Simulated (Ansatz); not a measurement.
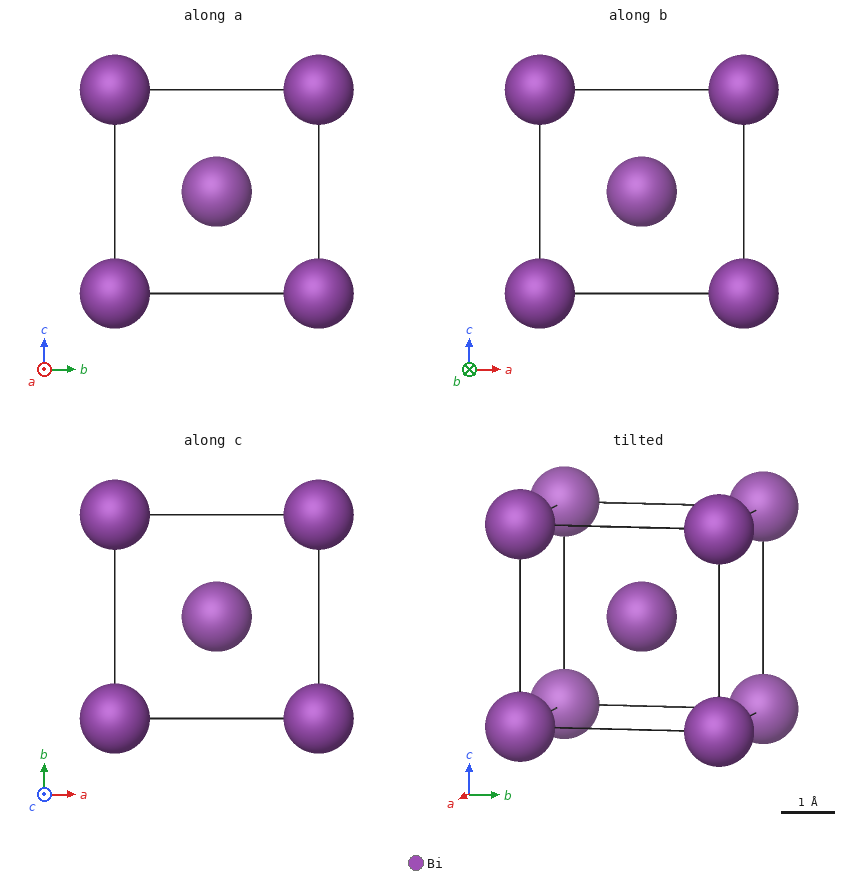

Spheres-only drawing of the structure, looking along the a axis, along the b axis, along the c axis and slightly off an axis. Thin lines show the conventional unit cell, with boundary atoms drawn in all their periodic places.

Lattice parameters: a = 3.9190 Å, b = 3.9190 Å, c = 3.9190 Å, α = 90.000°, β = 90.000°, γ = 90.000°.

Express the structure as a CIF in P1 with every atom of the cell.

```cif
data_structure
_symmetry_space_group_name_H-M 'P 1'
_symmetry_Int_Tables_number 1
_cell_length_a 3.9190
_cell_length_b 3.9190
_cell_length_c 3.9190
_cell_angle_alpha 90.000
_cell_angle_beta 90.000
_cell_angle_gamma 90.000
_cell_volume 60.19
loop_
_atom_site_label
_atom_site_type_symbol
_atom_site_fract_x
_atom_site_fract_y
_atom_site_fract_z
_atom_site_occupancy
Bi1 Bi 0.0000 0.0000 0.0000 1
Bi2 Bi 0.5000 0.5000 0.5000 1
```

Its origin is a structure type filled with this element by a generator (whether the element takes this form wasn't checked). Earlier steps of the study may have refined or changed the cell and positions. Ansatz was used for an electronic-structure calculation on it.
